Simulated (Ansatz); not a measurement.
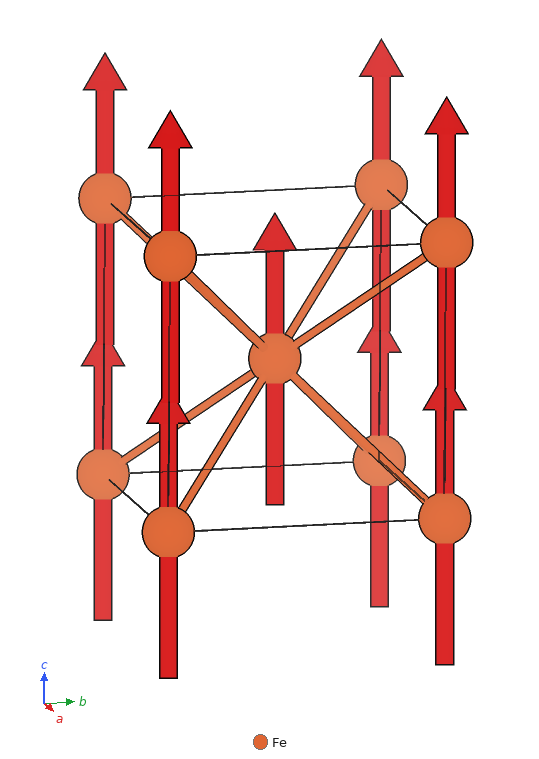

Ball-and-stick model, viewed slightly off an axis. The lines enclose the simulation cell; boundary atoms appear with their images. Arrows are the site magnetic moments above 0.25 μB; longer means larger, and red and blue are up and down (without spin-orbit coupling the axis itself is arbitrary).

This is the state reached for Fe. Computational set-up: DFT PBE, scalar-relativistic, plane waves, PAW in Ansatz 0.2.0, a cutoff energy of 420 eV, k-point mesh 14×14×14, Gaussian smearing of 0.1 eV, collinear spins.

Question: Describe the spin arrangement.

Answer: Ferromagnetic (within this cell). Site moments: 2 Fe +2.2 μB. The net spin moment of the whole cell is 4.3 μB.

Starting structure: a structure listed in the Materials Project. The cell was then strained or its atoms displaced on purpose. Ansatz was used for an electronic-structure calculation on it.
